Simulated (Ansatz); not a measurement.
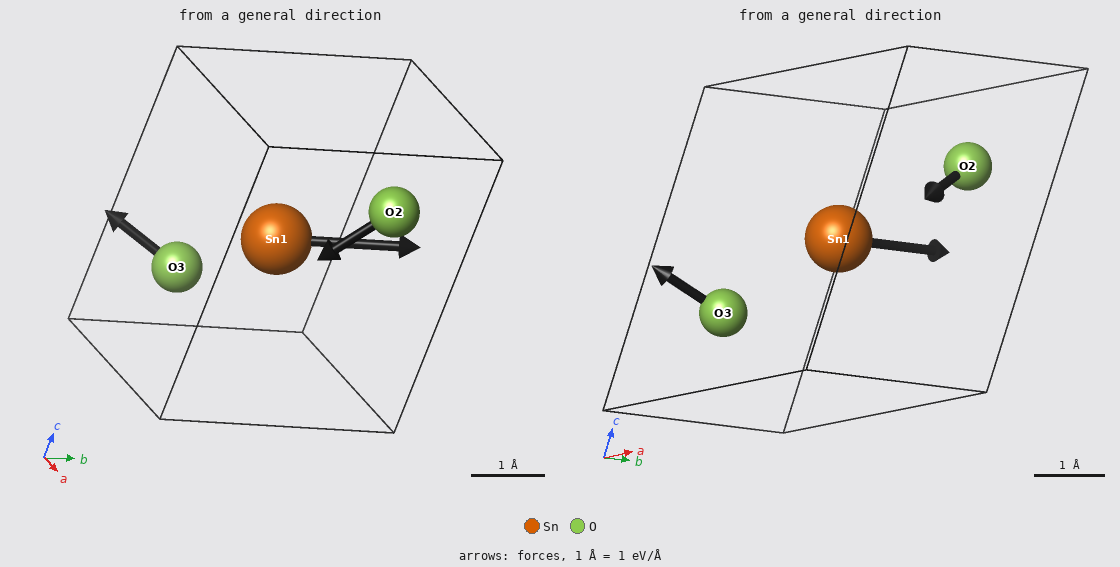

Spheres-only drawing of the structure, looking from two general directions. The edges of the cell (the run's own, in a reduced setting) are marked. The arrows are the computed forces on the atoms.

System: SnO2. Method used: DFT LDA, scalar-relativistic, plane waves, PAW in Ansatz 0.2.0. It ran with plane waves up to 420 eV, k-points about 0.19 Å⁻¹ apart, Gaussian smearing of 0.05 eV, no spin polarisation.

### Has this structure been optimised to equilibrium?

No. The atoms still feel forces of up to about 1.5 eV/Å, far above a usual threshold of 0.01 to 0.03 eV/Å.

### Identify the atom with the maximum force.

Sn1, about 1.5 eV/Å.

### What is the average force on each element?

Mean magnitudes: about Sn 1.5 eV/Å, O 0.94 eV/Å.

The initial geometry was a structure listed in the Materials Project. The cell was then strained or its atoms displaced on purpose. Ansatz was used for an electronic-structure calculation on it.
